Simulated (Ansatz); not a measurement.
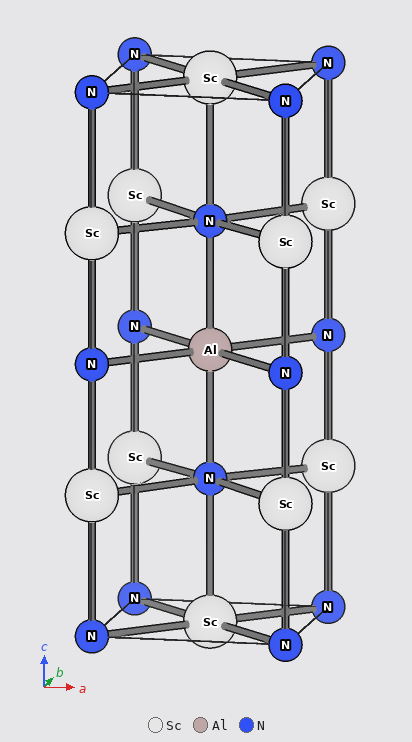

Ball-and-stick drawing of the structure, looking slightly off an axis. The edges of the conventional unit cell are marked. Cell: a = 3.14 Å, b = 3.14 Å, c = 8.79 Å, α = 90.00°, β = 90.00°, γ = 90.00°.

The starting point was a structure type filled with these elements by a generator (whether the compound takes this form wasn't checked). Earlier steps of the study may have refined or changed the cell and positions. It was run through Ansatz as a DFT input.

Describe the crystal.

Its composition is Sc3AlN4. Space group: P4/mmm (No. 123). Lattice: primitive tetragonal. Content of the cell: 3 Sc, 1 Al, 4 N (Z = 1). Around each Sc lie six N in a distorted octahedral arrangement at about 2.1 to 2.3 Å. The Al atoms are each bonded to six N in a distorted octahedral arrangement at about 2.1 to 2.2 Å. N takes three kinds of site: 1a with six Sc in an octahedral arrangement at about 2.2 to 2.3 Å; 2h with five Sc and one Al in a distorted octahedral arrangement (about 2.2 to 2.3 Å to Sc, 2.1 Å to Al); 1b with four Al and two Sc in an octahedral arrangement (about 2.2 Å to Al, 2.1 Å to Sc). The bonds build a three-dimensional framework.

Theory: DFT PBE, scalar-relativistic, plane waves, PAW (Ansatz 0.2.0). Numerical settings: plane waves to 420 eV, k-points on a 12×12×4 grid, Gaussian smearing of 0.01 eV, no spin polarisation.

What is the band gap, if any?

A semiconductor at this level, with a gap of 0.16 eV, direct.

State the Bader charges by element.

Sc +1.82 e; Al +2.40 e; N -2.17 to -1.82 e.

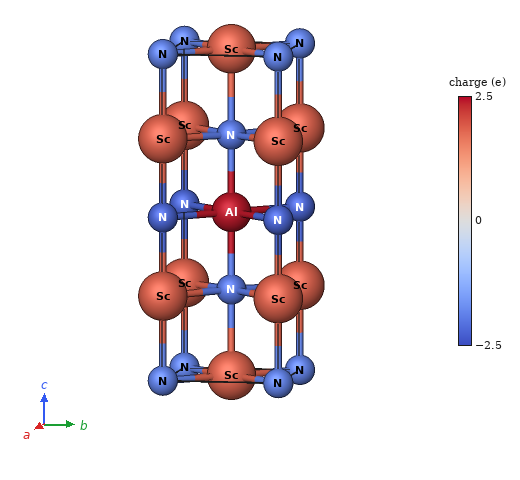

The atoms coloured by those charges. The run's cell of 8 atoms is drawn.

Does this geometry sit at a stationary point of the energy?

Yes. All forces vanish to within 0.01 eV/Å. The pressure is 0.0 GPa, close to zero.
